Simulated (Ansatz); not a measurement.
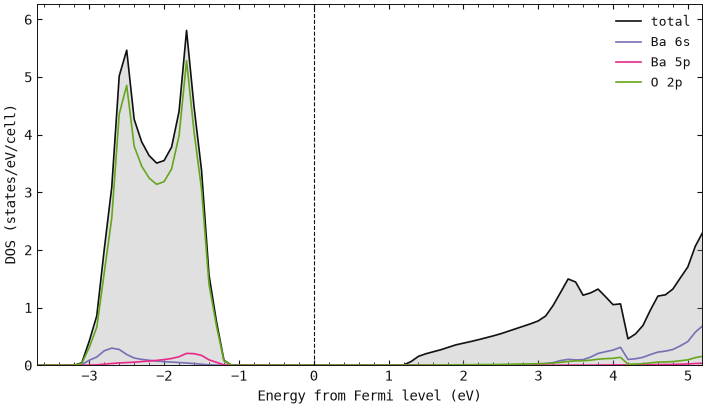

Density of states of BaO, space group Fm-3m, 2 atoms in the cell. Computed with Ansatz 0.2.0: DFT r2SCAN, scalar-relativistic, plane waves, PAW, no spin polarisation, 8×8×8 k mesh, 500 eV cutoff. Energies are counted from the Fermi level. The partial curves are projected on Löwdin-orthogonalised atomic shells; they sum to less than the total at higher energies, where shells without a projector contribute.

There is a gap; over the k points computed it is 2.38 eV. By projected weight, the top eV of the valence band is O 2p almost alone. The upper group of valence states starts about 1.9 eV under the valence-band top (which lies at −1.2 eV on this axis), with a gap beneath it; it holds about 6 electrons a cell.
